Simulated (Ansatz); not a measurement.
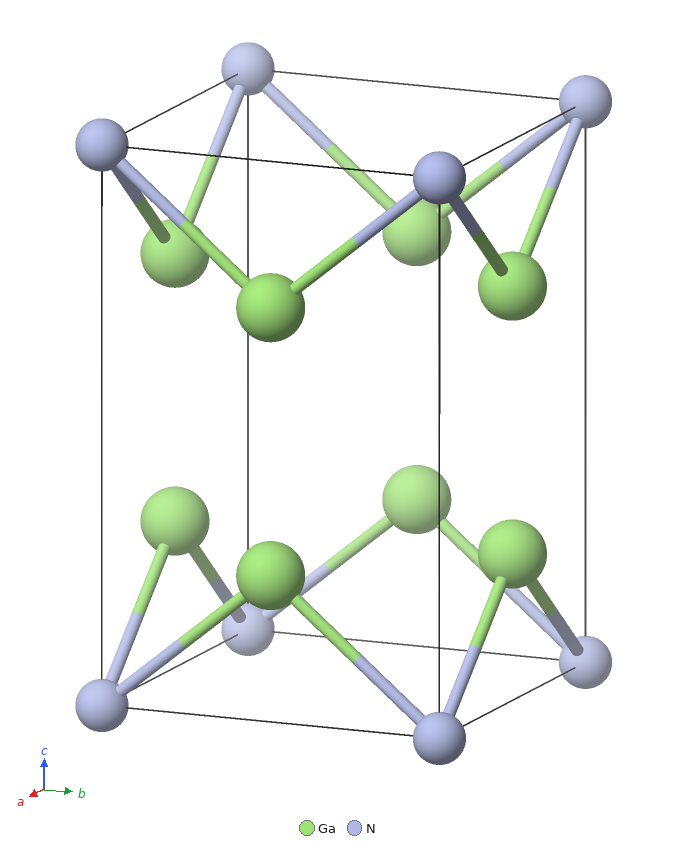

Crystal structure, ball-and-stick style, seen slightly off an axis. One conventional unit cell is framed, with atoms on its boundary repeated. Cell: a = 3.78 Å, b = 3.78 Å, c = 5.92 Å, α = 90.00°, β = 90.00°, γ = 90.00°.

The structure comes from a structure type filled with these elements by a generator (whether the compound takes this form wasn't checked). Earlier steps of the study may have refined or changed the cell and positions. It went into a calculation with Ansatz.

What is this?

Answer. The stoichiometry is Ga₄N. The structure has P4/mmm (No. 123) symmetry and a primitive tetragonal lattice. Atoms per cell: 5 (4 Ga, 1 N). The neighbours of Ga are two N in a bent arrangement at about 2.4 Å. The coordination shell of N holds eight Ga in a distorted cubic arrangement at about 2.4 Å. Not all metal-metal contacts are counted. The bonds build Ga4N layers parallel to (001).

Setup: DFT PBE, scalar-relativistic, plane waves, PAW in Ansatz; 420 eV cutoff, a 10×10×6 grid in reciprocal space, Gaussian smearing of 0.1 eV, no spin polarisation.

What is the band gap, if any?

Answer. A metal: bands cross the Fermi level.

Predict the Bader charges.

Answer. Ga +0.31 e; N -1.25 e.

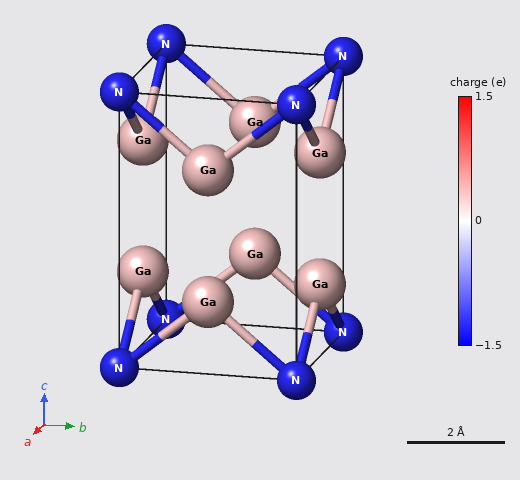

The atoms coloured by those charges. The run's cell of 5 atoms is drawn.

Does this geometry sit at a stationary point of the energy?

Answer. Yes. All forces vanish to within 0.01 eV/Å. The pressure is 0.0 GPa, close to zero.
